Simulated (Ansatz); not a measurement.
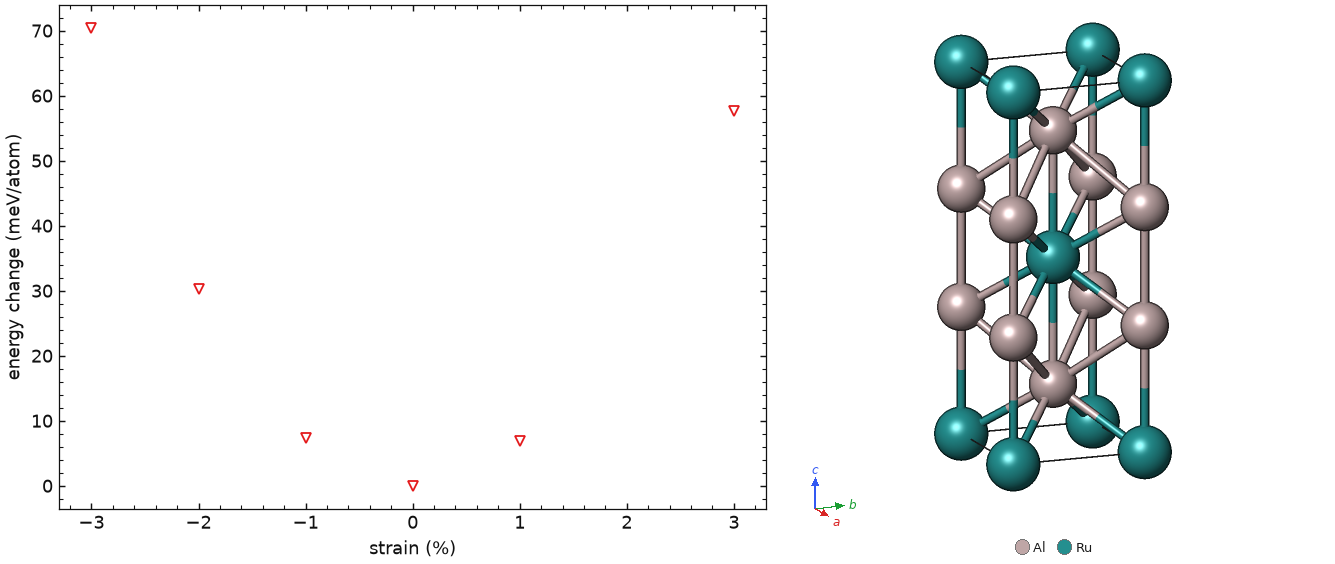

The picture above shows the energy change against strain for Al₂Ru, space group I4/mmm (No. 139). The cell is drawn beside the plot.

Cell as given: a = 3.122 Å, b = 3.122 Å, c = 8.445 Å, α = 90.00°, β = 90.00°, γ = 90.00°; 6 atoms.

Calculation (Ansatz 0.2.0): energy, stress and cell of a relaxed crystal along a series of strains, atoms and what the cell freedom names relaxed within the symmetry; plane waves with PAW datasets, Γ-centred k mesh; energies extrapolated to zero smearing. Level: r2SCAN, no spin polarisation.

```
       setting                          value
   wave cutoff                         500 eV
        k mesh                        12×12×4
   occupations                       Gaussian
smearing width                         0.1 eV
   strain kind                      isotropic
  cell freedom  cell held, all vectors scaled
```

The point at strain 2 % is left out of the plot. What does the calculation give there?

```tsv
strain (%)	energy change (meV/atom)
2	26.51
```
